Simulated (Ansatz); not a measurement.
# Geometry relaxation, with input and output: B48N48H (charge +1) (part 3 of 3)

The same run, continued: B48N48H (defect cell, 97 atoms in the cell, total charge +1); DFT, PBEsol, PAW, plane waves (Ansatz 0.2.0); cutoff 420 eV, 1×1×1 k-mesh, Fermi–Dirac smearing of 0.01 eV. 

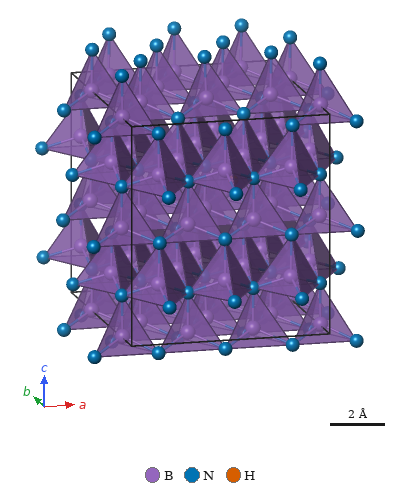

The structure as given in the input (polyhedral view of the cell of the calculation, seen slightly off an axis; polyhedra are completed across the faces of the cell).

## Output, continued
```
  k-point 0: bands = ["-8.9665", "-8.3308", "-8.0792", "-7.9431", "-7.5161", "-7.3124", "-7.2010", "-7.0074", "-6.7332", "-6.5976", ... 79 levels left out ..., "4.2140", "4.3292", "4.3723", "4.4390", "4.4669", "4.5139", "4.6065", "4.7037", "4.8653", "5.0387", "5.1626", "5.2423", "5.3178", "5.5022", "5.5625", "5.6226", "5.7149", "5.7586", "5.8644", "5.9177", "5.9845", "6.0178", "6.0409", "6.0725", "6.1649", "6.2361", "6.2767", "6.3069", "6.3480",
      "6.4040", "6.4473", "6.4767", "6.5121", "6.5718", "6.6076", "6.7045", "6.7791", "6.8061", "7.0082", "7.0488", "7.1079", "7.1413", "7.1622", "7.1773", "7.2369", "7.2512", "7.2825", "7.3161", "7.3381", "7.3724", "7.4098", "7.4538", "7.4900", "7.5465", "7.5659", "7.5974", "7.6339", "7.6823", "7.8491", "7.8915", "8.0749", "8.1045", "8.1455", "8.1963", "8.2292", "8.2586", "8.2938", "8.3472", "8.3551",
      "8.3869", "8.4043", "8.4323", "8.4389", "8.4873", "8.4974", "8.5873", "8.6038", "8.6433", "8.6737", "8.6880", "8.7275", "8.7561", "8.8144", "8.8772", "8.9195", "9.0002", "9.0382", "9.2457", "9.2902", "9.2974", "9.3434", "9.3697", "9.4778", "9.6796", "9.8840", "9.9229", "10.0941", "10.1492", "10.2119", "10.3047", "10.3471", "10.7320", "11.0570", "15.3847", "17.2424", "17.3810", "17.8869", "18.0932", "18.1507",
      "18.2885", "18.3808", "18.4662", "18.5270", "18.5676", "18.6121", "18.7624", "18.8005", "18.8199", "18.8572", "18.9428", "19.0131", "19.0584", "19.1350", "19.1839", "19.2170", "19.2429", "19.2969", "19.3404", "19.4208", "19.4915", "19.5992", "19.6478", "19.6687", "19.7403", "19.8913", "20.0755", "20.1341", "20.1590", "20.2478", "20.3059", "20.3460", "20.4056", "20.4916", "20.5444", "20.5952", "20.6165", "20.7055", "20.7620", "20.8058",
      "20.9061", "21.0706", "21.1022", "21.1640", "21.2582", "21.3727", "21.4715", "21.5528", "21.6086", "21.6173", "21.6384", "21.6999", "21.7319", "21.7981", "21.8447", "21.8954", "21.9058", "21.9392", "21.9718", "21.9912", "22.0255", "22.0575", "22.0972", "22.1138", "22.1986", "22.2672", "22.3025", "22.3374", "22.4150", "22.4385", "22.4671", "22.5130", "22.5514", "22.6088", "22.6302", "22.6691", "22.7446", "22.8318", "22.8673", "22.9287",
      "22.9750", "23.0282", "23.0472", "23.0901", "23.1363", "23.1860", "23.2434", "23.2660", "23.3243", "23.4092", "23.4604"]
--- Relaxed structure (14 steps of the walk, 13 accepted, 0 SCFs on fresh bases) ---
  F+E_penalty+E_count = -25647.80478894 eV   max|allowed force component| = 1.336e-2 eV/Å
  atoms:
    - { symbol: B, position: [-0.0016537725230969798, 0.1668566740341218, -0.0006419046393516924] }
    - { symbol: B, position: [0.9989458581401701, 0.1655362804345423, 0.4984492395744564] }
    - { symbol: B, position: [0.3315462937284345, 0.16739186644385617, -0.00014970595150480843] }
    - { symbol: B, position: [0.33143745407401026, 0.16646784248453025, 0.4992149882018225] }
    - { symbol: B, position: [0.16555746955938627, 0.41745208356291197, -0.000153894593675087] }
    - { symbol: B, position: [0.165099924268959, 0.41656770123162284, 0.49873592714625686] }
    - { symbol: B, position: [0.0019559224884505206, 0.669319656163369, 0.003215317251036217] }
    - { symbol: B, position: [0.9982850988803129, 0.6665905223114588, 0.49860980697839374] }
    - { symbol: B, position: [0.6648420090303806, 0.16622566603904984, -0.00024403932403616372] }
    - { symbol: B, position: [0.6638087010677091, 0.16459208006542167, 0.4980758477945893] }
    - { symbol: B, position: [0.49801643681837227, 0.41692027580260577, -0.0004167886187721968] }
    - { symbol: B, position: [0.4981720859511205, 0.41602506319132737, 0.49834319686892187] }
    - { symbol: B, position: [0.33203226333700897, 0.6676192868572279, 1.000902392451245] }
    - { symbol: B, position: [0.33195867699702963, 0.6665806831458733, 0.5000856116511672] }
    - { symbol: B, position: [0.16595809289262592, 0.9181911425992516, 0.0007335485872839849] }
    - { symbol: B, position: [0.165474447099155, 0.9166050425542199, 0.49957305361215015] }
    - { symbol: B, position: [0.8317146065218003, 0.4162364417535234, 0.9978428969956595] }
    - { symbol: B, position: [0.8323073760946933, 0.4094384684316334, 0.490058783226335] }
    - { symbol: B, position: [0.662781113531061, 0.6692182933853437, 1.0025281242625237] }
    - { symbol: B, position: [0.6657951831058745, 0.6672290985289181, 0.49760740261212494] }
    - { symbol: B, position: [0.49758705823151517, 0.9179322083611213, 1.000789699020308] }
    - { symbol: B, position: [0.4978071834748349, 0.916325535342161, 0.49946274538493196] }
    - { symbol: B, position: [0.8320162258565491, 0.9181249475980213, 1.0009443653430659] }
    - { symbol: B, position: [0.8320090058490955, 0.9168932920025578, 0.49937812496381684] }
    - { symbol: B, position: [0.16519049132004118, 0.08350962990225465, 0.24938789209683207] }
    - { symbol: B, position: [0.1655399446716347, 0.08411425971202402, 0.7499025809028081] }
    - { symbol: B, position: [-0.0007026388813520133, 0.3327979626877748, 0.2471115142005951] }
    - { symbol: B, position: [0.0013102280546365445, 0.33227181383580573, 0.7500649677443068] }
    - { symbol: B, position: [0.49785960105998506, 0.08330847785604371, 0.24932434214986396] }
    - { symbol: B, position: [0.49606018967570664, 0.08209938809850233, 0.7499750120600246] }
    - { symbol: B, position: [0.3316029315988068, 0.33329696416563503, 0.24910932041581157] }
    - { symbol: B, position: [0.3310606346481176, 0.33321262434954796, 0.7496889351644036] }
    - { symbol: B, position: [0.16549587305439187, 0.5833959061196837, 0.25017778778379224] }
    - { symbol: B, position: [0.16677328428332314, 0.5834410713340162, 0.751542114084425] }
    - { symbol: B, position: [-0.0013594788260937207, 0.834137077362575, 0.2503036982633438] }
    - { symbol: B, position: [1.001026950613039, 0.8389170952172785, 0.7513070347559411] }
    - { symbol: B, position: [0.8316753752357978, 0.0835793937218878, 0.24916324674893414] }
    - { symbol: B, position: [0.8314725322170461, 0.0835570063337422, 0.749851572065263] }
    - { symbol: B, position: [0.6638930910206232, 0.3325422886384036, 0.24710359031937368] }
    - { symbol: B, position: [0.6593354487585491, 0.32382662048243543, 0.7494605503893107] }
    - { symbol: B, position: [0.49828889397332293, 0.5833315346513704, 0.2498934863375906] }
    - { symbol: B, position: [0.4973585158456457, 0.5830121659372077, 0.7520086475648373] }
    - { symbol: B, position: [0.331740128102207, 0.8335172881287041, 0.25022905541237467] }
    - { symbol: B, position: [0.33172544994073017, 0.833304543613722, 0.7508258549558474] }
    - { symbol: B, position: [0.8318639324296846, 0.5832564154385591, 0.2489525309737652] }
    - { symbol: B, position: [0.8377021727389173, 0.6210423837368745, 0.7667233235789215] }
    - { symbol: B, position: [0.6650064321979123, 0.8341601970542292, 0.2500086921943433] }
    - { symbol: B, position: [0.6636536098454501, 0.8391416387064639, 0.7516240198514672] }
    - { symbol: N, position: [-0.0015644905373518219, 0.1666696118608689, 0.18579624907905612] }
    - { symbol: N, position: [-0.001450522052119006, 0.16677317499345481, 0.6864433771916325] }
    - { symbol: N, position: [0.3316200676673725, 0.16698156192744784, 0.1866846092448415] }
    - { symbol: N, position: [0.3311874476198376, 0.16710702834088642, 0.6866125941035874] }
    - { symbol: N, position: [0.16526861921356192, 0.41703250494697064, 0.18625607852597167] }
    - { symbol: N, position: [0.16402676225579854, 0.41753160916149634, 0.686577198181295] }
    - { symbol: N, position: [-0.0009545017378616935, 0.667254545066052, 0.18812967720380488] }
    - { symbol: N, position: [1.0004170555006293, 0.6694237640121278, 0.6881825949945546] }
    - { symbol: N, position: [0.6648282271207548, 0.16633537351976038, 0.1859111192042278] }
    - { symbol: N, position: [0.6620629192253092, 0.162205317326021, 0.6862131206230808] }
    - { symbol: N, position: [0.4981977767277225, 0.41689076543902354, 0.18609491367702052] }
    - { symbol: N, position: [0.49898497569256894, 0.4160634971471777, 0.6865410219148117] }
    - { symbol: N, position: [0.33196654529754593, 0.6668288070388046, 0.18762576580020757] }
    - { symbol: N, position: [0.33248727651941884, 0.66637775231044, 0.687758450514282] }
    - { symbol: N, position: [0.16534551805075456, 0.9170119598464288, 0.18741183719545423] }
    - { symbol: N, position: [0.16612345296613792, 0.917629835955801, 0.6871916582723657] }
    - { symbol: N, position: [0.8315907522308962, 0.41704331539078765, 0.18466987293945428] }
    - { symbol: N, position: [0.8276942665186585, 0.3976775066792356, 0.6769713154919316] }
    - { symbol: N, position: [0.6649815107381889, 0.6672169625810782, 0.1877548037243494] }
    - { symbol: N, position: [0.6663528848976535, 0.6695619931108298, 0.6885605250116866] }
    - { symbol: N, position: [0.49824571356864167, 0.9168471230399996, 0.18735728253255096] }
    - { symbol: N, position: [0.4972126980831117, 0.9163081789504908, 0.6871628803029074] }
    - { symbol: N, position: [0.8318801585876775, 0.9169915170431022, 0.1872800434689436] }
    - { symbol: N, position: [0.8322637655186316, 0.9178127384829231, 0.6874513036999857] }
    - { symbol: N, position: [0.16505756350268413, 0.08282004590497032, 0.4366293902409054] }
    - { symbol: N, position: [0.16512204469194816, 0.0843429983020253, 0.9367974478613433] }
    - { symbol: N, position: [-0.0002697485651512792, 0.3315835779198329, 0.43363016133701576] }
    - { symbol: N, position: [-0.001915265082224163, 0.33467147763824256, 0.9355636032854512] }
    - { symbol: N, position: [0.49764933299500214, 0.08249334361552757, 0.43640347941953467] }
    - { symbol: N, position: [0.4976664028692273, 0.08380585118412236, 0.936920563341597] }
    - { symbol: N, position: [0.33154083938807793, 0.33338027416821936, 0.4365206092005901] }
    - { symbol: N, position: [0.33151835309001243, 0.334130533159539, 0.9364278042724821] }
    - { symbol: N, position: [0.16493050045575586, 0.5832683663058223, 0.43774369418076964] }
    - { symbol: N, position: [0.16551421111348252, 0.5842640814915487, 0.9377627079797164] }
    - { symbol: N, position: [0.9982019168591466, 0.8330188197914007, 0.43747745379109537] }
    - { symbol: N, position: [0.9993689255323346, 0.8352647747965345, 0.9380593141137678] }
    - { symbol: N, position: [0.8315975424484395, 0.08287742431937092, 0.43650060833791066] }
    - { symbol: N, position: [0.8316319145565956, 0.08392903392098149, 0.9366473972384468] }
    - { symbol: N, position: [0.663628893080141, 0.33119703472701617, 0.4333694104378396] }
    - { symbol: N, position: [0.6649304318286955, 0.3332880846984114, 0.9353561024689685] }
    - { symbol: N, position: [0.49894142597575053, 0.5832357030036005, 0.4377415610892905] }
    - { symbol: N, position: [0.49882882446945387, 0.5839763067116107, 0.9376171000877309] }
    - { symbol: N, position: [0.33165587468292257, 0.8328264904080753, 0.43746290056807147] }
    - { symbol: N, position: [0.3317758360106167, 0.8338817773349909, 0.9376127678282056] }
    - { symbol: N, position: [0.8319949102746174, 0.5812000509302834, 0.437738565774307] }
    - { symbol: N, position: [0.8326978848830393, 0.5884977662953916, 0.9388738480189386] }
    - { symbol: N, position: [0.6653631428804051, 0.8331738505085402, 0.4372990298593303] }
    - { symbol: N, position: [0.6645090106139621, 0.8352001013105568, 0.937940084871594] }
    - { symbol: H, position: [0.7630570437179514, 0.5008528879727628, 0.6787945926841713] }
--- Löwdin populations: 97 sites ---
  site symbol       q [e]
     0      B      2.6871
     1      B      2.6897
     2      B      2.6892
     3      B      2.6886
     4      B      2.6884
     5      B      2.6884
     6      B      2.6853
     7      B      2.6885
     8      B      2.6880
     9      B      2.6883
    10      B      2.6887
    11      B      2.6951
    12      B      2.6871
    13      B      2.6897
    14      B      2.6884
    15      B      2.6882
    16      B      2.6815
    17      B      2.6929
    18      B      2.6855
    19      B      2.6982
    20      B      2.6886
    21      B      2.6879
    22      B      2.6900
    23      B      2.6907
    24      B      2.6880
    25      B      2.6890
    26      B      2.6885
    27      B      2.6906
    28      B      2.6880
    29      B      2.6909
    30      B      2.6879
    31      B      2.6854
    32      B      2.6870
    33      B      2.6862
    34      B      2.6877
    35      B      2.6857
    36      B      2.6880
    37      B      2.6897
    38      B      2.6892
    39      B      2.6936
    40      B      2.6867
    41      B      2.6952
    42      B      2.6885
    43      B      2.6896
    44      B      2.6847
    45      B      2.6189
    46      B      2.6874
    47      B      2.6856
    48      N      5.2696
    49      N      5.2690
    50      N      5.2696
    51      N      5.2693
    52      N      5.2694
    53      N      5.2695
    54      N      5.2680
    55      N      5.2645
    56      N      5.2695
    57      N      5.2657
    58      N      5.2696
    59      N      5.2797
    60      N      5.2694
    61      N      5.2693
    62      N      5.2695
    63      N      5.2658
    64      N      5.2733
    65      N      5.2935
    66      N      5.2685
    67      N      5.2786
    68      N      5.2693
    69      N      5.2648
    70      N      5.2692
    71      N      5.2709
    72      N      5.2685
    73      N      5.2700
    74      N      5.2682
    75      N      5.2704
    76      N      5.2681
    77      N      5.2705
    78      N      5.2691
    79      N      5.2704
    80      N      5.2687
    81      N      5.2693
    82      N      5.2697
    83      N      5.2729
    84      N      5.2693
    85      N      5.2701
    86      N      5.2704
    87      N      5.2727
    88      N      5.2698
    89      N      5.2694
    90      N      5.2689
    91      N      5.2703
    92      N      5.2788
    93      N      5.2695
    94      N      5.2689
    95      N      5.2728
    96      H      0.6717
  spilling = 0.003541 (of n_electrons = 384.000000)
```

## Results in brief

| quantity | value |
| --- | --- |
| outcome | converged |
| electrons treated | 384 |
| free energy | −25647.8048 eV |
| Fermi energy | 13.221 eV |
| largest force (length of the vector) at the end | 0.013 eV/Å |
| hardware | 8 threads of Arm Neoverse-V1, 18 GiB of memory available, shared host |
| wall time | 1.8 min (CPU time 13 min) |
| peak memory | 1.2 GiB |

## Remarks

The k-point mesh is coarse for a cell of this size, so the results may not be converged.
